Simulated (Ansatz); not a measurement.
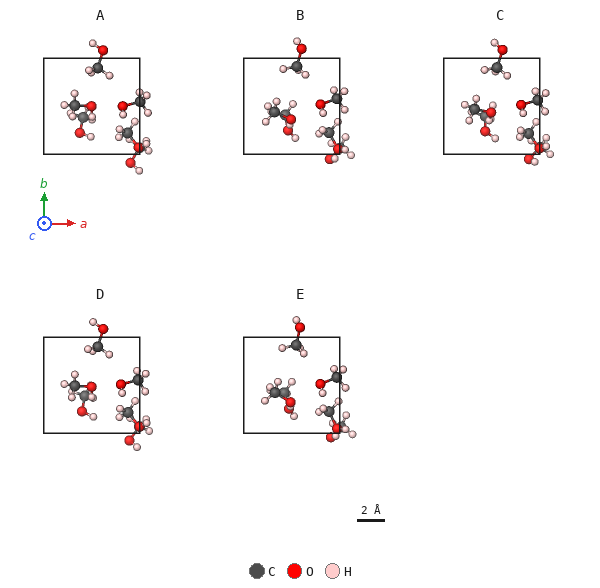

5 geometries from one relaxation of an amorphous cell of composition H$_{4}$CO, in shuffled order. A ball-and-stick model of the cell of the calculation (origin shifted), seen along the c axis.

The cell holds 6 CH3OH. The run prepares the start of a later molecular dynamics calculation, from a guessed geometry.

Method: DFT PBE-D3(BJ), scalar-relativistic, plane waves, PAW in Ansatz. Set-up: plane-wave cutoff 420 eV; k-point mesh 1 × 1 × 1; occupations fermi dirac; smearing width 0.02 eV; no spin polarisation; atoms relaxed in a fixed cell; force threshold 0.3 eV/Å; at most 15 steps.

Q: Put them in the order of the run, from the start to the converged end.

A: A, D, C, B, E. They are steps 0, 2, 5, 8, 10, at +1.606 eV per cell of the calculation, +1.035 eV per cell of the calculation, +0.530 eV per cell of the calculation, +0.146 eV per cell of the calculation relative to the last. The largest move is that of an O atom, 1.31 Å along −b. By element the largest moves are O 1.31 Å, H 1.22 Å, C 0.72 Å. The lattice vectors keep their values. Near-neighbour distances that change, for instance: H–O 0.970 → 0.990 Å, C–O 1.423 → 1.440 Å, C–H 1.097 → 1.109 Å, C–O 1.423 → 1.418 Å. Bond angles that change, for instance: O–C–H 106.3° → 109.3°, O–C–H 106.3° → 108.4°, O–C–H 112.3° → 110.2°. Over 10 geometry steps the energy falls by 1.606 eV per cell of the calculation. The largest force component goes from 0.65 to 0.2 eV/Å.

Limits of the set-up: the program's low-accuracy preset was used; the periodic images lie only 7.4 Å apart, so the values are limited by the cell's size.
